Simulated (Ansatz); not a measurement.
# Nb$_{16}$H: nudged elastic band (part 1 of 2)

- system: Nb$_{16}$H (defect cell, 17 atoms in the cell)
- method: DFT PBEsol, scalar-relativistic, plane waves, PAW, no spin polarisation (Ansatz 0.2.0)

It belongs to a series of runs on one base structure; here: band between the two ends.

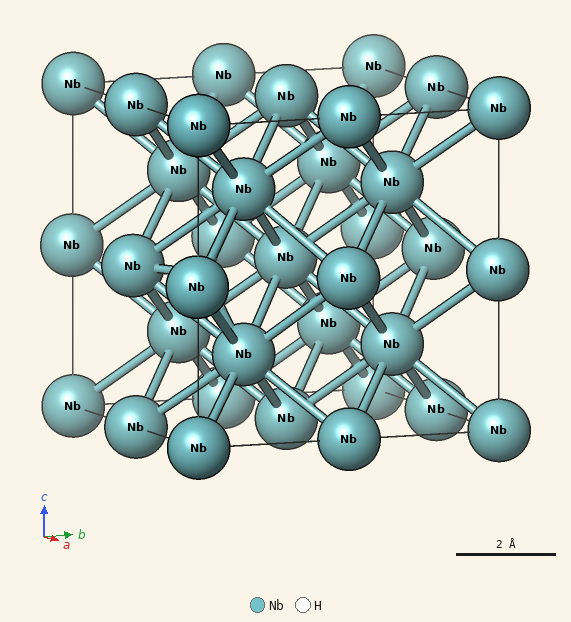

The structure as given in the input (ball-and-stick view of the cell of the calculation, seen slightly off an axis).

The input
```yaml
crystal:
  lattice:
    - [6.6, 0.0, 0.0]
    - [0.0, 6.6, 0.0]
    - [0.0, 0.0, 6.6]
  atoms:
    - { symbol: Nb, position: [-0.00034813, 0.00153238, 0.00024155] }
    - { symbol: Nb, position: [0.49981328, 0.00152743, 0.00024368] }
    - { symbol: Nb, position: [-0.00044914, 0.50219054, 0.00024476] }
    - { symbol: Nb, position: [0.00617503, -0.00587698, 0.50024223] }
    - { symbol: Nb, position: [0.24973387, 0.24802098, 0.25033802] }
    - { symbol: Nb, position: [0.499933, 0.50218568, 0.00024605] }
    - { symbol: Nb, position: [0.49325341, -0.00589551, 0.50024113] }
    - { symbol: Nb, position: [0.74973473, 0.25544037, 0.24378275] }
    - { symbol: Nb, position: [0.00071134, 0.49973317, 0.50024688] }
    - { symbol: Nb, position: [0.24972818, 0.74737918, 0.25046112] }
    - { symbol: Nb, position: [0.24973263, 0.24802339, 0.75014698] }
    - { symbol: Nb, position: [0.49875826, 0.49972969, 0.50024697] }
    - { symbol: Nb, position: [0.74973384, 0.74981206, 0.24924737] }
    - { symbol: Nb, position: [0.74973513, 0.25545439, 0.7567344] }
    - { symbol: Nb, position: [0.24972698, 0.74738532, 0.7500123] }
    - { symbol: Nb, position: [0.74973323, 0.7498152, 0.7512403] }
    - { symbol: H, position: [0.74967627, 0.12473981, 0.50027451] }
basis:
  ecutwfc: 420.0
kpoints:
  mp_grid: { grid: [3, 3, 3] }
hamiltonian:
  xc: pbesol
scf:
  occupations: { method: gaussian, width: 0.1 }
  lower_state_search: "off"
neb:
  images: 7
  f_tol: 0.05
  initial_path: idpp
  max_iterations: 20
  final_atoms:
    - { symbol: Nb, position: [0.00081453, 1.971e-05, 0.00039111] }
    - { symbol: Nb, position: [0.49886208, 1.968e-05, 0.00039221] }
    - { symbol: Nb, position: [-0.00036348, 0.50001881, -0.00205369] }
    - { symbol: Nb, position: [0.00633873, 1.881e-05, 0.50597787] }
    - { symbol: Nb, position: [0.24983758, 0.24994102, 0.25208442] }
    - { symbol: Nb, position: [0.50004728, 0.50001882, -0.00204923] }
    - { symbol: Nb, position: [0.49331475, 1.842e-05, 0.50599015] }
    - { symbol: Nb, position: [0.749839, 0.25650316, 0.24471066] }
    - { symbol: Nb, position: [-0.00024037, 0.50001849, 0.4985886] }
    - { symbol: Nb, position: [0.24983749, 0.75009629, 0.25208438] }
    - { symbol: Nb, position: [0.24983505, 0.24982097, 0.75273598] }
    - { symbol: Nb, position: [0.49991588, 0.50001845, 0.49859037] }
    - { symbol: Nb, position: [0.74983864, 0.74353683, 0.24471179] }
    - { symbol: Nb, position: [0.74983679, 0.25099984, 0.75029512] }
    - { symbol: Nb, position: [0.24983511, 0.75021574, 0.75273672] }
    - { symbol: Nb, position: [0.74983677, 0.74903874, 0.75029472] }
    - { symbol: H, position: [0.74980072, 2.11e-05, 0.37544656] }
  order_check: false
```

Launched with:
```bash
ansatz run input.yaml --threads 4 --pin off --max-ram 10240MiB --backend cpu --events-out ev --progress --plain --runs-dir out
```

The program's output
```
Warning: neb: disabling space-group detection — the band's intermediate images generally break the endpoint symmetry, so no spatial operation reduces the k-mesh or symmetrises the density, except that a semilocal band can use its path's symmetry ahead of convergence; time reversal is kept, so that k and −k are solved as one point where they differ and the mesh holds both, and exact exchange and, on two spinor components, a DFT+U term hold to it where the run has them: on two components no moment then forms, and a state that bears one, which a typed moment (crystal.atoms[].spin; refused beside efield: under a hybrid functional) reaches, can lie lower, under hf by electronvolts; crystal.symmetry.detect: false (a key that needs symmetry detection or time reversal refuses this as the deck is read) with time_reversal: false beside it drops time reversal too
Engine: ansatz 0.2.0, aarch64-unknown-linux-gnu
Pseudopotentials: kind: paw
Pseudopotential: Nb, paw, valence charge 13, recommended cutoff 420 eV (normal), Nb.paw.azcp
Pseudopotential: H, paw, valence charge 1, recommended cutoff 420 eV (normal), H.paw.azcp
Functional definition: PBEsol
  exchange = pbesol_x
  correlation = pbesol_c
parallel-image band execution: 4 concurrent image workers
NEB image 0
Crystal: 17 atoms, lattice volume = 287.496 Å³
Basis set: ecut = 420 eV, 5575 PW (Γ), exchange–correlation on 90×90×90 points (8 copies of the dense FFT grid, shifted against one another)
Bands: 126, of which v1, the nominal top of the filled ones, is band 105 counted from 1 (104 counted from 0)
Symmetry: 1 space group operations
k-points: 14 of 27 (time reversal used)
Non-local potential: Nb, projectors of the file, l = 0: 3, l = 1: 2, l = 2: 2, l = 3: 1
Non-local potential: H, projectors of the file, l = 0: 2, l = 1: 1
PAW form: soft (Blöchl's): semilocal exchange-correlation on the pseudo side does not see the compensation charge
PAW frozen core: Nb, regenerated for the run's functional, and the local potential with it (the file was generated under x = pbe(κ = 0.804, μ = 0.2195149727645171), c = pbe(β = 0.06672455060314922))
PAW one-centre angular grid: Nb, 590 points (default); XC on 64 Gauss nodes
PAW one-centre angular grid: H, 110 points (default); XC on 64 Gauss nodes
Initial density: superposition of atomic densities (neutral atoms: chi_scale 0, normalization atom), corrected by the library's trained network
Initial wavefunctions: pseudopotential atomic-orbital guess
Functional: x = pbesol(κ = 0.804, μ = 0.12345679012345678), c = pbesol(β = 0.046)
SCF iter   1: F=—  HF=-71943.690081 eV  |F-HF|=—  |Δ(HF+E_count)|=         —  Δρ=4.53e-3  dr2=6.12e-2  ethr=1.77e-3  ⟨swp⟩=5.6  Hψ=7250  notcnv=0
preconditioner: auto → Kerker (q_TF=auto, 2.587 Å⁻¹)  [metal: Δε(μ)=0.057 eV  Ē_g=3.714 eV  σ=0.100 eV  W_gap=0.31  n_scr=80 (ndim 8)  ℏωp=19.7 eV  f_vac=0.000  D(μ)=10.57/eV (n_scr^D=80)]
SCF iter   2: F=—  HF=-71943.672724 eV  |F-HF|=—  |Δ(HF+E_count)|=   1.74e-2  Δρ=2.44e-3  dr2=1.71e-2  ethr=2.93e-5  ⟨swp⟩=2.1  Hψ=2435  notcnv=0  defer=2
SCF iter   3: F=—  HF=-71943.667914 eV  |F-HF|=—  |Δ(HF+E_count)|=   4.81e-3  Δρ=2.82e-4  dr2=2.43e-4  ethr=8.16e-6  ⟨swp⟩=2.1  Hψ=2361  notcnv=0  defer=2
SCF iter   4: F=—  HF=-71943.667860 eV  |F-HF|=—  |Δ(HF+E_count)|=   5.42e-5  Δρ=5.23e-5  dr2=7.90e-6  ethr=1.16e-7  ⟨swp⟩=2.0  Hψ=2164  notcnv=0  defer=2
SCF iter   5: F=—  HF=-71943.667540 eV  |F-HF|=—  |Δ(HF+E_count)|=   3.20e-4  Δρ=1.38e-5  dr2=4.67e-7  ethr=3.78e-9  ⟨swp⟩=2.5  Hψ=2712  notcnv=0  defer=2
SCF iter   6: F=-71943.667540 eV  HF=-71943.667540 eV  |F-HF|=2.47e-9  |Δ(HF+E_count)|=   6.23e-8  Δρ=1.60e-6  dr2=6.56e-9  ethr=4.78e-11  ⟨swp⟩=4.0  Hψ=5268  notcnv=0
SCF 1 converged in 6 iterations: F = -71943.667540 eV  dr2 = 6.56e-9
  greatest PAW one-centre occupation: 0.998 electrons in one spin orbital (limit 2), on the Nb atom at site 9 (counted from 0), in its partial waves of l = 0
NSCF: frozen V_eff on 14 k-points
NEB image 8
SCF iter   1: F=—  HF=-71943.689602 eV  |F-HF|=—  |Δ(HF+E_count)|=         —  Δρ=4.53e-3  dr2=6.08e-2  ethr=1.77e-3  ⟨swp⟩=5.6  Hψ=7199  notcnv=0
preconditioner: auto → Kerker (q_TF=auto, 2.587 Å⁻¹)  [metal: Δε(μ)=0.057 eV  Ē_g=3.714 eV  σ=0.100 eV  W_gap=0.31  n_scr=80 (ndim 8)  ℏωp=19.7 eV  f_vac=0.000  D(μ)=10.58/eV (n_scr^D=80)]
SCF iter   2: F=—  HF=-71943.672696 eV  |F-HF|=—  |Δ(HF+E_count)|=   1.69e-2  Δρ=2.45e-3  dr2=1.71e-2  ethr=2.91e-5  ⟨swp⟩=2.2  Hψ=2504  notcnv=0  defer=2
SCF iter   3: F=—  HF=-71943.667872 eV  |F-HF|=—  |Δ(HF+E_count)|=   4.82e-3  Δρ=2.78e-4  dr2=2.31e-4  ethr=8.19e-6  ⟨swp⟩=2.1  Hψ=2361  notcnv=0  defer=2
SCF iter   4: F=—  HF=-71943.667823 eV  |F-HF|=—  |Δ(HF+E_count)|=   4.94e-5  Δρ=5.27e-5  dr2=8.33e-6  ethr=1.11e-7  ⟨swp⟩=2.0  Hψ=2163  notcnv=0  defer=2
SCF iter   5: F=—  HF=-71943.667533 eV  |F-HF|=—  |Δ(HF+E_count)|=   2.89e-4  Δρ=1.38e-5  dr2=4.65e-7  ethr=3.98e-9  ⟨swp⟩=2.0  Hψ=2530  notcnv=0  defer=2
SCF iter   6: F=-71943.667533 eV  HF=-71943.667533 eV  |F-HF|=2.24e-9  |Δ(HF+E_count)|=   6.19e-8  Δρ=1.59e-6  dr2=6.23e-9  ethr=4.78e-11  ⟨swp⟩=4.0  Hψ=5289  notcnv=0
SCF 2 converged in 6 iterations: F = -71943.667533 eV  dr2 = 6.23e-9
  greatest PAW one-centre occupation: 0.998 electrons in one spin orbital (limit 2), on the Nb atom at site 2 (counted from 0), in its partial waves of l = 0
NSCF: frozen V_eff on 14 k-points
NEB end point (image 0): max|allowed force component| = 7.210e-3 eV/Å (the criterion of neb.relax_end_points is 1.000e-2)
NEB end point (image 8): max|allowed force component| = 8.629e-3 eV/Å (the criterion of neb.relax_end_points is 1.000e-2)
NEB image 1
SCF iter   1: F=—  HF=-71943.639323 eV  |F-HF|=—  |Δ(HF+E_count)|=         —  Δρ=4.56e-3  dr2=6.65e-2  ethr=1.77e-3  ⟨swp⟩=5.6  Hψ=7302  notcnv=0
preconditioner: auto → Kerker (q_TF=auto, 2.587 Å⁻¹)  [metal: Δε(μ)=0.039 eV  Ē_g=3.711 eV  σ=0.100 eV  W_gap=0.22  n_scr=80 (ndim 8)  ℏωp=19.7 eV  f_vac=0.000  D(μ)=11.43/eV (n_scr^D=80)]
SCF iter   2: F=—  HF=-71943.622025 eV  |F-HF|=—  |Δ(HF+E_count)|=   1.73e-2  Δρ=2.45e-3  dr2=1.83e-2  ethr=3.18e-5  ⟨swp⟩=1.8  Hψ=2283  notcnv=0  defer=5
SCF iter   3: F=—  HF=-71943.617021 eV  |F-HF|=—  |Δ(HF+E_count)|=   5.00e-3  Δρ=2.87e-4  dr2=2.60e-4  ethr=8.76e-6  ⟨swp⟩=2.1  Hψ=2219  notcnv=0  defer=5
SCF iter   4: F=—  HF=-71943.616948 eV  |F-HF|=—  |Δ(HF+E_count)|=   7.28e-5  Δρ=5.37e-5  dr2=8.33e-6  ethr=1.24e-7  ⟨swp⟩=2.0  Hψ=2163  notcnv=0  defer=5
SCF iter   5: F=—  HF=-71943.616640 eV  |F-HF|=—  |Δ(HF+E_count)|=   3.08e-4  Δρ=1.42e-5  dr2=5.01e-7  ethr=3.99e-9  ⟨swp⟩=2.5  Hψ=2775  notcnv=0  defer=5
SCF iter   6: F=-71943.616640 eV  HF=-71943.616640 eV  |F-HF|=2.43e-9  |Δ(HF+E_count)|=   7.44e-8  Δρ=1.57e-6  dr2=6.68e-9  ethr=4.78e-11  ⟨swp⟩=4.0  Hψ=5309  notcnv=0
SCF 3 converged in 6 iterations: F = -71943.616640 eV  dr2 = 6.68e-9
  greatest PAW one-centre occupation: 0.998 electrons in one spin orbital (limit 2), on the Nb atom at site 14 (counted from 0), in its partial waves of l = 0
NEB image 2
SCF iter   1: F=—  HF=-71943.532888 eV  |F-HF|=—  |Δ(HF+E_count)|=         —  Δρ=4.63e-3  dr2=7.79e-2  ethr=1.77e-3  ⟨swp⟩=5.7  Hψ=7360  notcnv=0
[...]
preconditioner: auto → Kerker (q_TF=auto, 2.587 Å⁻¹)  [metal: Δε(μ)=0.026 eV  Ē_g=3.708 eV  σ=0.100 eV  W_gap=0.14  n_scr=80 (ndim 8)  ℏωp=19.7 eV  f_vac=0.000  D(μ)=12.12/eV (n_scr^D=92)]
NEB image 3
preconditioner: auto → Kerker (q_TF=auto, 2.587 Å⁻¹)  [metal: Δε(μ)=0.019 eV  Ē_g=3.705 eV  σ=0.100 eV  W_gap=0.11  n_scr=80 (ndim 8)  ℏωp=19.7 eV  f_vac=0.000  D(μ)=12.59/eV (n_scr^D=92)]
NEB image 4
preconditioner: auto → Kerker (q_TF=auto, 2.587 Å⁻¹)  [metal: Δε(μ)=0.018 eV  Ē_g=3.704 eV  σ=0.100 eV  W_gap=0.10  n_scr=80 (ndim 8)  ℏωp=19.7 eV  f_vac=0.000  D(μ)=12.78/eV (n_scr^D=92)]
NEB image 5
preconditioner: auto → Kerker (q_TF=auto, 2.587 Å⁻¹)  [metal: Δε(μ)=0.019 eV  Ē_g=3.705 eV  σ=0.100 eV  W_gap=0.10  n_scr=80 (ndim 8)  ℏωp=19.7 eV  f_vac=0.000  D(μ)=12.59/eV (n_scr^D=92)]
NEB image 6
preconditioner: auto → Kerker (q_TF=auto, 2.587 Å⁻¹)  [metal: Δε(μ)=0.026 eV  Ē_g=3.708 eV  σ=0.100 eV  W_gap=0.14  n_scr=80 (ndim 8)  ℏωp=19.7 eV  f_vac=0.000  D(μ)=12.13/eV (n_scr^D=92)]
NEB image 7
preconditioner: auto → Kerker (q_TF=auto, 2.587 Å⁻¹)  [metal: Δε(μ)=0.039 eV  Ē_g=3.711 eV  σ=0.100 eV  W_gap=0.22  n_scr=80 (ndim 8)  ℏωp=19.7 eV  f_vac=0.000  D(μ)=11.44/eV (n_scr^D=80)]
NEB iter   1: max|band force component| = 6.858e-1 eV/Å  barrier→ = 0.2963 eV  barrier← = 0.2963 eV  Δτ_max = 0.1967 Å  (54 SCF iters)
NEB image 1
Initial density: handed on by an earlier stage of this run
Initial wavefunctions: those handed on with the density
preconditioner: auto → Kerker (q_TF=auto, 2.587 Å⁻¹)  [metal: Δε(μ)=0.001 eV  Ē_g=3.699 eV  σ=0.100 eV  W_gap=0.01  n_scr=80 (ndim 8)  ℏωp=19.7 eV  f_vac=0.000  D(μ)=10.68/eV (n_scr^D=80)]
  greatest PAW one-centre occupation: 0.998 electrons in one spin orbital (limit 2), on the Nb atom at site 5 (counted from 0), in its partial waves of l = 0
NEB image 2
preconditioner: auto → Kerker (q_TF=auto, 2.587 Å⁻¹)  [metal: Δε(μ)=0.011 eV  Ē_g=3.698 eV  σ=0.100 eV  W_gap=0.06  n_scr=80 (ndim 8)  ℏωp=19.7 eV  f_vac=0.000  D(μ)=11.04/eV (n_scr^D=80)]
NEB image 3
preconditioner: auto → Kerker (q_TF=auto, 2.587 Å⁻¹)  [metal: Δε(μ)=0.012 eV  Ē_g=3.684 eV  σ=0.100 eV  W_gap=0.07  n_scr=80 (ndim 8)  ℏωp=19.7 eV  f_vac=0.000  D(μ)=11.37/eV (n_scr^D=80)]
NEB image 4
preconditioner: auto → Kerker (q_TF=auto, 2.587 Å⁻¹)  [metal: Δε(μ)=0.019 eV  Ē_g=3.681 eV  σ=0.100 eV  W_gap=0.10  n_scr=80 (ndim 8)  ℏωp=19.7 eV  f_vac=0.000  D(μ)=11.31/eV (n_scr^D=80)]
NEB image 5
preconditioner: auto → Kerker (q_TF=auto, 2.587 Å⁻¹)  [metal: Δε(μ)=0.011 eV  Ē_g=3.684 eV  σ=0.100 eV  W_gap=0.06  n_scr=80 (ndim 8)  ℏωp=19.7 eV  f_vac=0.000  D(μ)=11.37/eV (n_scr^D=80)]
NEB image 6
preconditioner: auto → Kerker (q_TF=auto, 2.587 Å⁻¹)  [metal: Δε(μ)=0.010 eV  Ē_g=3.698 eV  σ=0.100 eV  W_gap=0.06  n_scr=80 (ndim 8)  ℏωp=19.7 eV  f_vac=0.000  D(μ)=11.03/eV (n_scr^D=80)]
NEB image 7
preconditioner: auto → Kerker (q_TF=auto, 2.587 Å⁻¹)  [metal: Δε(μ)=0.004 eV  Ē_g=3.701 eV  σ=0.100 eV  W_gap=0.02  n_scr=80 (ndim 8)  ℏωp=19.7 eV  f_vac=0.000  D(μ)=10.68/eV (n_scr^D=80)]
NEB iter   2: max|band force component| = 2.483e0 eV/Å  barrier→ = 0.8296 eV  barrier← = 0.8296 eV  Δτ_max = 0.1003 Å  (47 SCF iters)
[... from here on the SCF iterations and repeated set-up lines of each step are left out, up to the last step ...]
NEB image 1
NEB image 2
NEB image 3
NEB image 4
NEB image 5
NEB image 6
NEB image 7
NEB iter   3: max|band force component| = 1.142e0 eV/Å  barrier→ = 0.4262 eV  barrier← = 0.4262 eV  Δτ_max = 0.1010 Å  (43 SCF iters)
NEB image 1
NEB image 2
NEB image 3
NEB image 4
NEB image 5
NEB image 6
NEB image 7
NEB iter   4: max|band force component| = 1.752e-1 eV/Å  barrier→ = 0.2023 eV  barrier← = 0.2023 eV  CI = image 4  Δτ_max = 0.0331 Å  (42 SCF iters)
NEB image 1
preconditioner: auto → Kerker (q_TF=auto, 2.587 Å⁻¹)  [metal: Δε(μ)=0.029 eV  Ē_g=3.702 eV  σ=0.100 eV  W_gap=0.16  n_scr=80 (ndim 8)  ℏωp=19.7 eV  f_vac=0.000  D(μ)=11.05/eV (n_scr^D=80)]
NEB image 2
preconditioner: auto → Kerker (q_TF=auto, 2.587 Å⁻¹)  [metal: Δε(μ)=0.022 eV  Ē_g=3.703 eV  σ=0.100 eV  W_gap=0.12  n_scr=80 (ndim 8)  ℏωp=19.7 eV  f_vac=0.000  D(μ)=11.30/eV (n_scr^D=80)]
NEB image 3
preconditioner: auto → Kerker (q_TF=auto, 2.587 Å⁻¹)  [metal: Δε(μ)=0.027 eV  Ē_g=3.701 eV  σ=0.100 eV  W_gap=0.15  n_scr=80 (ndim 8)  ℏωp=19.7 eV  f_vac=0.000  D(μ)=11.53/eV (n_scr^D=92)]
NEB image 4
preconditioner: auto → Kerker (q_TF=auto, 2.587 Å⁻¹)  [metal: Δε(μ)=0.031 eV  Ē_g=3.700 eV  σ=0.100 eV  W_gap=0.17  n_scr=80 (ndim 8)  ℏωp=19.7 eV  f_vac=0.000  D(μ)=11.59/eV (n_scr^D=92)]
NEB image 5
NEB image 6
NEB image 7
NEB image 1
NSCF: frozen V_eff on 14 k-points
NEB image 2
NSCF: frozen V_eff on 14 k-points
NEB image 3
NSCF: frozen V_eff on 14 k-points
NEB image 5
NSCF: frozen V_eff on 14 k-points
NEB image 6
NSCF: frozen V_eff on 14 k-points
NEB image 7
NSCF: frozen V_eff on 14 k-points
NEB image 4
NSCF: frozen V_eff on 14 k-points
the band table was solved once a step of the walk had ended and its energy, with any forces and stress, was formed, with the checks that follow a solve (6708 applications of the Hamiltonian). They found nothing against the state; the energy, forces and stress were not computed again (output.eigenvalues in the input reference)
NEB iter   5: max|band force component| = 3.731e-2 eV/Å  barrier→ = 0.1913 eV  barrier← = 0.1913 eV  CI = image 4  Δτ_max = 0.0000 Å  (42 SCF iters)
```

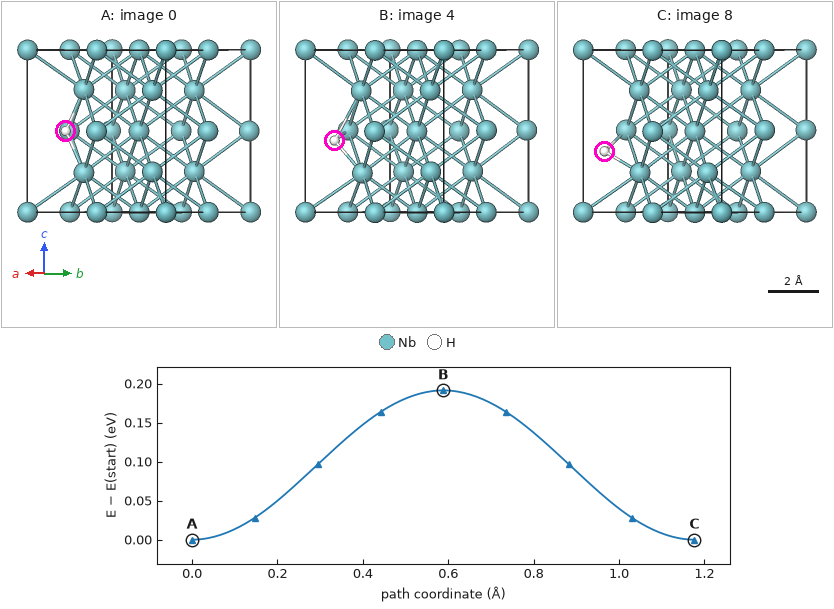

Images of the last band (counted from 0; ball-and-stick, simulation cell, seen at an oblique angle), with the moving atom and its periodic copies ringed, above the energy along the path; the line is a cubic interpolation that uses the forces. The highest image is number 4, 0.191 eV above the start and 0.191 eV above the end (the climbing image); start and end have the same energy. The path is 1.18 Å long, and H17 moves most (1.16 Å). The band converged in 5 iterations.

```
Free energy (F): -71943.476240 eV
Harris-Foulkes:  -71943.476240 eV  (|F-HF|=1.32e-9)
Internal energy: -71943.418225 eV  (E = F + TS)
E sigma→0 (E₀):  -71943.447233 eV
Entropy (-TS):   -0.058014 eV (-3.413 meV/atom)
Fermi energy:    17.729187 eV
--- Per-component energies (eV) ---
  E_band       = -1064.202248
  E_kinetic    = 6341.117900
  E_local      = -11070.668835  (includes V_loc(G=0)·N_el)
  E_nonlocal   = 1949.709443
  E_hartree    = 3437.686673
  E_xc         = -2803.245115
  E_vxc        = -3415.288742  (∫ρ·V_xc dr)
  E_paw        = -48285.907067  (= ΣΔE_a)
  E_vpaw       = -1744.444161  (= ΣTr[D̂ρ^β])
  E_aug_tail   = -0.001135  (compensation charges beyond the density's cutoff)
  E_ewald      = -21515.129432
  E_core_change = 3.019343  (= ΣΔE_core)
  E_smearing   = -0.058014  (= −TS)
  E_closure    = -0.000000  (closes the sum)
  Σ components = -71943.476240   (vs F -71943.476240, Δ=0.00e0)
--- Forces (eV/Å), atoms counted from 1 ---
  atom   1  Nb     0.00627878     0.00946721     0.01310783
  atom   2  Nb    -0.00637766     0.00952396     0.01346736
  atom   3  Nb     0.01732601     0.00478297    -0.00507685
  atom   4  Nb     0.02529864    -0.00541928     0.00559033
[...]
  atom   5  Nb    -0.00036391    -0.02406008     0.02416300
  atom   6  Nb    -0.01670005     0.00445907    -0.00473429
  atom   7  Nb    -0.02527923    -0.00597581     0.00618080
  atom   8  Nb     0.00041677    -0.01855862     0.01880773
  atom   9  Nb     0.00625884    -0.01304904    -0.00954990
  atom  10  Nb    -0.00003930    -0.03601170    -0.00281523
  atom  11  Nb    -0.00007148     0.00276078     0.03575433
  atom  12  Nb    -0.00636505    -0.01340076    -0.00957646
  atom  13  Nb    -0.00017023     0.00499151    -0.00324263
  atom  14  Nb    -0.00020775     0.00368334    -0.00459418
  atom  15  Nb     0.00005911     0.01445441    -0.01413995
  atom  16  Nb    -0.00004072     0.03519252    -0.03526653
  atom  17  H     -0.00002323     0.02715267    -0.02806855
  max |Σ_I F_I| component: 6.86e-6 eV/Å
--- Band table (eV; the first three rows and the last of 14) ---
  k-point 0: bands = ["-36.4733", "-36.2928", "-36.2785", "-36.2693", "-36.2406", "-36.2336", "-36.2317", "-36.2269", "-36.2102", "-36.2053", "-36.2009", "-36.1929", "-36.1896", "-36.1697", "-36.1564", "-36.0281", "-13.2618", "-13.1829", "-13.1826", "-13.1750", "-13.1749", "-13.1736", "-12.7542", "-12.7491", "-12.7444", "-12.6499", "-12.5645", "-12.5614", "-12.5469", "-12.5421", "-12.5411", "-12.5153", "-12.5039", "-12.4945", "-12.4888", "-12.4862", "-12.4854", "-12.3389", "-12.3248", "-12.2929", "-12.2876", "-12.2828", "-12.2763", "-12.2693", "-12.2509", "-12.2368", "-12.2324", "-12.2299", "-12.2276", "-12.2225", "-12.2180", "-12.2109", "-12.2092", "-12.2038", "-12.1978", "-11.8238", "-11.8040", "-11.8037", "-11.8000", "-11.7990", "-11.7952", "-11.7874", "-11.7851", "-11.7822", "10.5975", "12.3382", "13.9207", "13.9621", "13.9985", "14.0004", "14.0132", "14.0148", "14.0199", "14.5530", "15.2091", "15.2287", "15.2519", "15.2580", "15.2610", "15.9009", "16.0230", "16.0338", "16.0749", "16.0860", "16.0871", "16.2482", "16.5311", "16.5342", "16.5769", "16.6057", "16.6524", "16.6528", "16.6693", "16.6695", "16.6849", "16.6945", "16.7208", "18.0787", "18.0803", "18.1113", "18.4128", "18.5854", "18.6212", "18.6332", "18.6720", "18.6804", "18.7162", "18.7218", "18.7237", "18.7293", "18.7334", "18.7737", "19.4620", "19.9944", "20.0162", "20.0304", "20.0384", "20.0523", "20.0848", "20.2485", "20.2956", "20.3037", "20.3220", "20.4730", "20.9386", "21.0090"]
```
